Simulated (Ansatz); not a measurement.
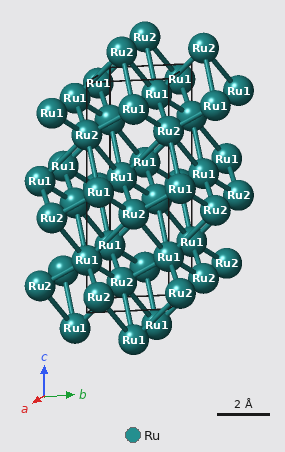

Starting structure of a crystal of Ru (built on the grey arsenic (A7)_166 type) (coarse preliminary run). The picture is a ball-and-stick view of the conventional cell (3 times the calculation's cell), seen slightly off an axis. Lengths and directions refer to the drawn axes.

Case: grey arsenic (A7) type (R-3m, No. 166).

All numbers below come from Ansatz, DFT PBEsol, scalar-relativistic, plane waves, PAW.

Input file:
```yaml
crystal:
  lattice:
    - [1.6398700866, 0.9467794359, 3.0409424665]
    - [-1.6398700866, 0.9467794359, 3.0409424665]
    - [0.0, -1.8935588719, 3.0409424665]
  atoms:
    - { symbol: Ru, position: [0.22754, 0.22754, 0.22754] }
    - { symbol: Ru, position: [0.77246, 0.77246, 0.77246] }
basis:
  ecutwfc: 420
kpoints:
  mp_grid: { grid: [6, 6, 6] }
hamiltonian:
  xc: pbesol
scf:
  occupations: { method: gaussian, width: 0.1 }
  lower_state_search: "off"
output:
  forces: true
  stress: true
  eigenvalues: true
relax:
  adjacent_minimum: "off"
  f_tol: 0.04
  max_steps: 70
  cell: { stress_tol: 0.4 }
```

### Predict the outcome.

The largest moves relative to the cell, 0.098 Å, are those of Ru1 and Ru2. Ru1 goes along +c. Cell: a = b 3.280 → 3.637 Å (+10.9 %), c 9.123 → 8.026 Å (−12.0 %). Volume +8.2 %. Among the contacts that change: Ru1–Ru2 2.195 → 2.406 Å, Ru1–Ru2 (another image) 2.704 → 2.581 Å. Bond angles that change, for instance: Ru2–Ru1–Ru2 74.7° → 89.6°, Ru2–Ru1–Ru2 164.8° → 173.6°, Ru2–Ru1–Ru2 93.4° → 85.9°. The space group stays R-3m (No. 166). After 9 accepted moves (15 points after the start) the energy has fallen by 427 meV per atom. Largest force component: 3.6 eV/Å at the start, 0.00066 eV/Å at the end. Pressure: 48.31 GPa at the start and 0.11 GPa at the end. The line search rejected the trial steps at points 5, 7, 9, 11 of the run. At 2 points the geometry stayed and the basis and grid were re-selected for the new cell (energy shift of 5.2 meV per atom at most each time). The run took roughly 19 core-seconds on a shared host.

The structure at the end:

```xyz
2
Lattice="1.8187 1.0500 2.6753 -1.8187 1.0500 2.6753 0.0000 -2.1000 2.6753" Properties=species:S:1:pos:R:3 pbc="T T T"
Ru    0.0000    0.0000    1.9247
Ru    0.0000    0.0000    6.1013
```

After the run, drawn alike:

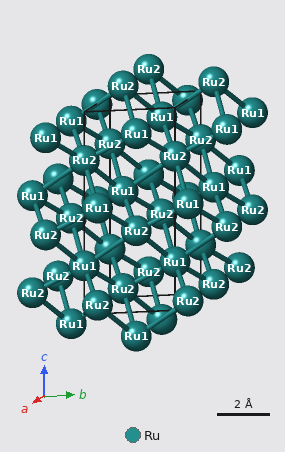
